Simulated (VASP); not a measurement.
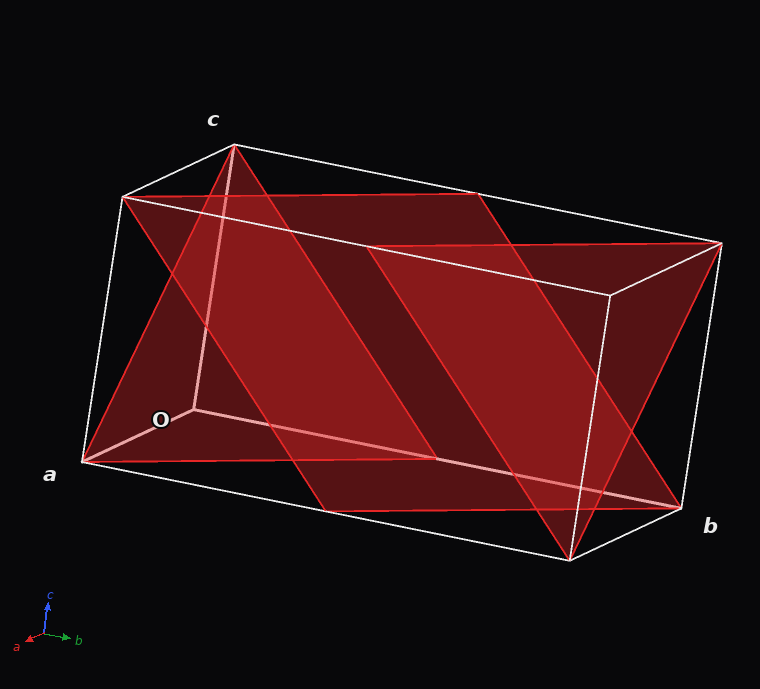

For BN, a cell listed in the Materials Project, as set up for an electronic-structure calculation: every member of one family of equally spaced planes, hx + ky + lz = a whole number, that cuts the unit cell is shaded (one member passes through the origin O, touching the cell only at an edge or corner). Geometry calculated from the standardised cell; symmetry tolerance 0.002 Å.

a = 3.288 Å, b = 9.431 Å, c = 4.349 Å, α = 90.00°, β = 105.92°, γ = 90.00°.

Question: What are the Miller indices?

Answer: (1 2 1); the opposite sign names the same planes. The member next to the origin meets the axes a at 1, b at 1/2, c at 1.

Question: What is the spacing?

Answer: d = 2.026 Å.

Question: The space group is No. 9, Cc. How many reflections hkl are equivalent to this one (itself included), and does it occur?

Answer: 4 reflections are equivalent in the Laue class 2/m. The reflection is systematically absent, by the centring.
